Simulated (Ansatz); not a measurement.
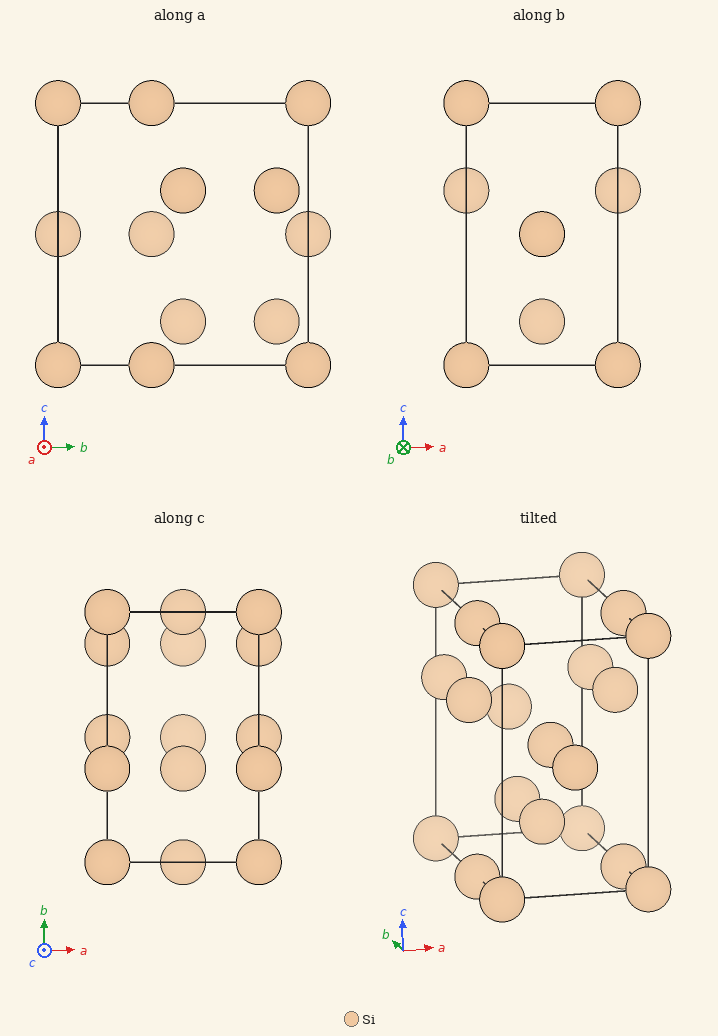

Figure: spheres-only view along the a axis, along the b axis, along the c axis and slightly off an axis. Thin lines show the unit cell, with boundary atoms drawn in all their periodic places.

Lattice parameters: a = 3.8298 Å, b = 6.3214 Å, c = 6.6201 Å, α = 89.997°, β = 89.996°, γ = 89.998°.

Question: Convert the drawing into a CIF in P1 with every atom of the cell, with free fractional coordinates to two decimals.

Answer:
```cif
data_structure
_symmetry_space_group_name_H-M 'P 1'
_symmetry_Int_Tables_number 1
_cell_length_a 3.8298
_cell_length_b 6.3214
_cell_length_c 6.6201
_cell_angle_alpha 89.997
_cell_angle_beta 89.996
_cell_angle_gamma 89.998
_cell_volume 160.27
loop_
_atom_site_label
_atom_site_type_symbol
_atom_site_fract_x
_atom_site_fract_y
_atom_site_fract_z
_atom_site_occupancy
Si1 Si 0.00 0.00 0.00 1
Si2 Si 0.50 0.50 0.17 1
Si3 Si 0.00 0.37 0.00 1
Si4 Si 0.50 0.87 0.17 1
Si5 Si 0.50 0.00 0.50 1
Si6 Si 0.00 0.50 0.67 1
Si7 Si 0.50 0.37 0.50 1
Si8 Si 0.00 0.87 0.67 1
```

The structure comes from a structure type filled with this element by a generator (whether the element takes this form wasn't checked). This is the structure after a relaxation with DFT, PBEsol, plane waves, PAW in Ansatz.
